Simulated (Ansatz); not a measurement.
Here is a crystal structure:

```cif
data_structure
_symmetry_space_group_name_H-M 'P 1'
_symmetry_Int_Tables_number 1
_cell_length_a 3.3792
_cell_length_b 5.5883
_cell_length_c 4.8628
_cell_angle_alpha 90.000
_cell_angle_beta 90.190
_cell_angle_gamma 90.000
_cell_volume 91.83
loop_
_atom_site_label
_atom_site_type_symbol
_atom_site_fract_x
_atom_site_fract_y
_atom_site_fract_z
_atom_site_occupancy
Mg1 Mg 0.52073 0.17804 0.99296 1
Mg2 Mg 0.52073 0.82196 0.49296 1
O1 O 0.47927 0.17922 0.60244 1
O2 O 0.47927 0.82078 0.10244 1
Mg3 Mg 0.02073 0.67804 0.99296 1
Mg4 Mg 0.02073 0.32196 0.49296 1
O3 O 0.97927 0.67922 0.60244 1
O4 O 0.97927 0.32078 0.10244 1
```

### Give a crystallographic description of this input.

Formula: MgO. The atoms follow space group Cc (No. 9); the Bravais lattice is base-centred monoclinic. The cell comprises 4 formula units: 4 Mg, 4 O. The coordination shell of Mg holds four O in a distorted tetrahedral arrangement at 1.82 to 2.07 Å. Each O atom is coordinated by four Mg in a distorted tetrahedral arrangement at 1.82 to 2.07 Å. The bonds build a three-dimensional framework.

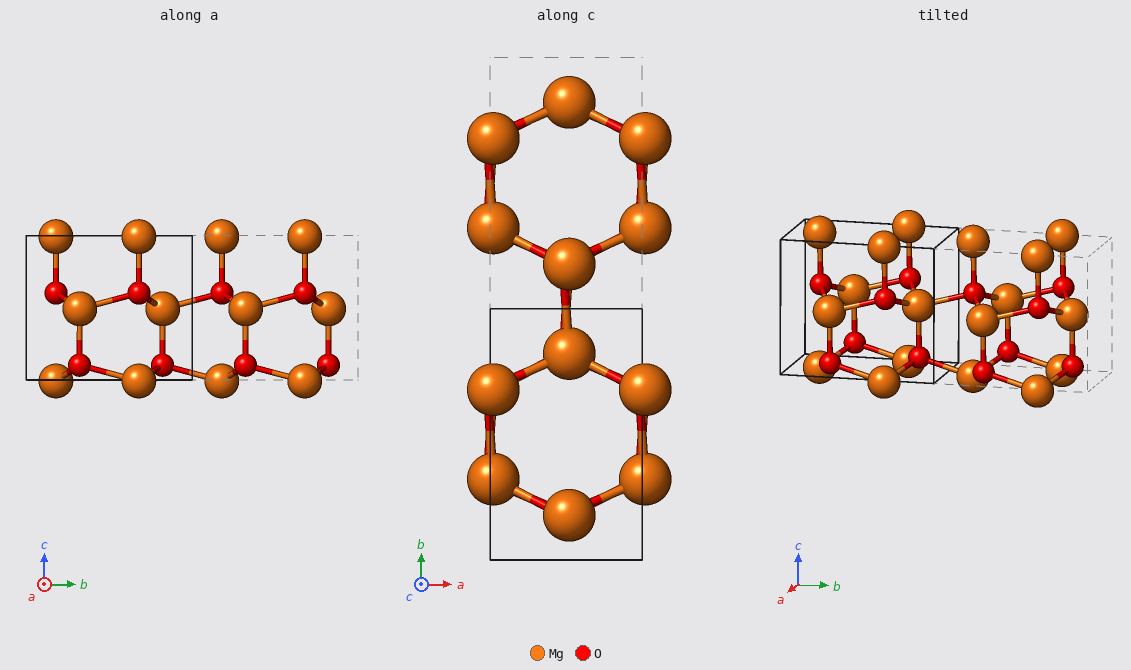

Structure drawing (ball-and-stick), viewed along the a axis, along the c axis and slightly off an axis. Shown are 1×2×1 repeats of the conventional unit cell, one of them outlined in solid lines.

The cell started as a structure listed in the Materials Project. The cell was then strained or its atoms displaced on purpose. Ansatz was used for an electronic-structure calculation on it.

At this level of theory the cell isn't at rest (compressed, at 7 GPa and forces up to 2.1 eV/Å), so its distances can differ from those at equilibrium, the more so the softer the solid.
